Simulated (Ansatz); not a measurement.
# Zn2GeN: what the fields show

Input file:

```
crystal:
  lattice:
    - [3.16166853, 0.0, 0.0]
    - [-1.580834265, 2.7380852653, 0.0]
    - [0.0, 0.0, 6.5940871972]
  atoms:
    - { symbol: Zn, position: [0.3333333333, 0.6666666667, 0.1641326165] }
    - { symbol: Zn, position: [0.6666666667, 0.3333333333, 0.8358673835] }
    - { symbol: Ge, position: [0.0, 0.0, 0.5] }
    - { symbol: "N", position: [0.0, 0.0, 0.0] }
basis:
  ecutwfc: 420
kpoints:
  mp_grid: { grid: [18, 18, 8] }
  band_path:
    path:
      - [[0.0, 0.0, 0.0], [0.5, 0.0, 0.0], [0.33333333, 0.33333333, 0.0], [0.0, 0.0, 0.0], [0.0, 0.0, 0.5], [0.5, 0.0, 0.5], [0.33333333, 0.33333333, 0.5], [0.0, 0.0, 0.5]]
      - [[0.5, 0.0, 0.5], [0.5, 0.0, 0.0]]
      - [[0.33333333, 0.33333333, 0.5], [0.33333333, 0.33333333, 0.0]]
    npoints: 14
hamiltonian:
  xc: pbe
scf:
  occupations: { method: gaussian, width: 0.1 }
  n_extra_bands: 10
output:
  forces: true
  stress: true
  eigenvalues: true
  populations: true
  dos: { projected: true, de: 0.02, nscf_kmesh: { grid: [22, 22, 10] } }
  bader: true
  write_density: true
  write_potential: true
  elf: true
  volumetric_format: npy
```

Run with:

```sh
ansatz run input.yaml --threads 1 --pin off --max-ram 2560MiB --backend cpu --events-out ev --progress --plain --runs-dir out
```

Below, planes, directions and counts refer to the conventional cell (a = 3.16 Å, b = 3.16 Å, c = 6.59 Å, α = 90.00°, β = 90.00°, γ = 120.00°).

Space group P-3m1; a structure generated by program, which may or may not match a known phase; computed without spin polarisation.

All numbers below come from DFT PBE, scalar-relativistic, plane waves, PAW (Ansatz).

In a PAW calculation such maps are meaningful between the atoms, not at the nuclei.

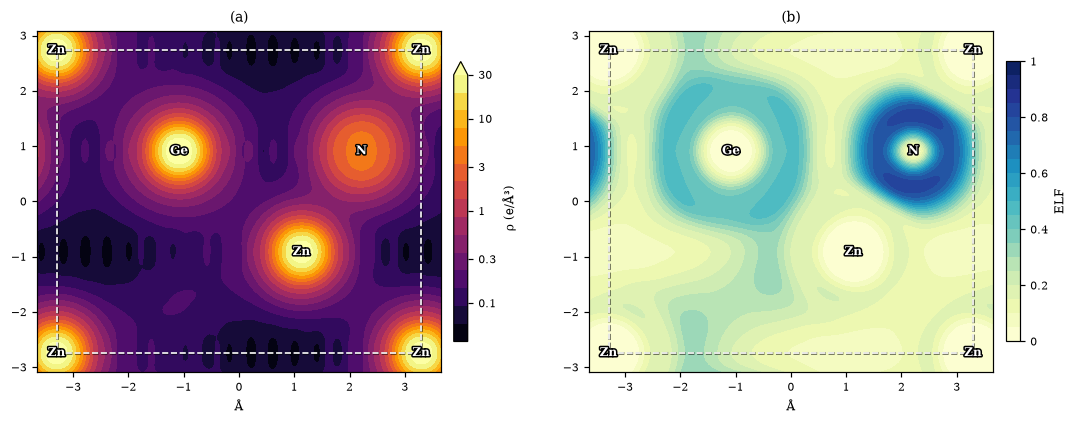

Figure 1. (a) valence pseudo-density; (b) ELF on the (110) plane of the conventional cell.

Q: Read the bonding off the picture.

A: Atoms in the plane: Zn, Ge and N. Zn–N (2.12 Å): ρ at the midpoint is about 0.48 e/Å³; the ELF peaks at about 0.80 in the valence shell of N, 0.7 Å from its nucleus, and is about 0.30 at the midpoint: no localised pair shows between them. Zn–Ge (2.87 Å): ρ at the midpoint is about 0.2 e/Å³; the ELF is about 0.40 at the midpoint; no shared electron pair shows on this line. Between the atoms the lowest density in this plane is 0.04 e/Å³.

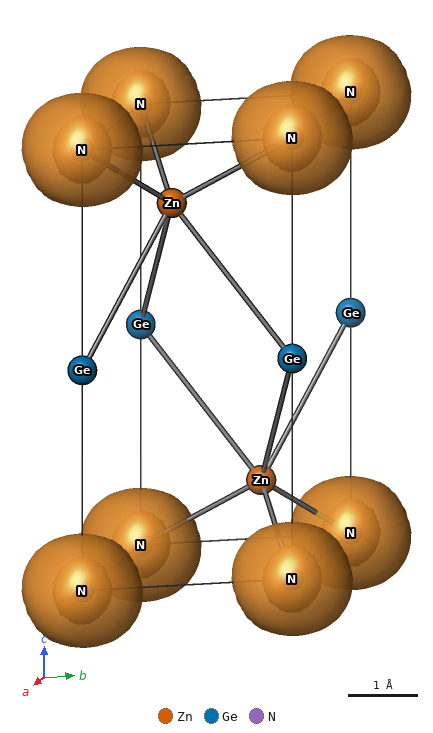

Figure 2. Isosurface of the electron localisation function at 0.7 (orange), seen slightly off an axis. Only the valence region is drawn (cores and ρ < 0.01 e/Å³ removed). Sticks mark near contacts.

Q: Describe the localisation domains.

A: At this value the surface marks out one region wrapped around N (its valence shell), counted in one cell of 4 atoms. Any copies at cell faces, edges or corners count once.

Q: What Bader charges does the calculation give?

A: Electrons move from Zn towards N. Bader charges: Zn +0.78, Ge −0.12 and N −1.44 e.

Q: Metal or insulator at this level of theory?

A: It is gapless in this calculation (a metal or semimetal).
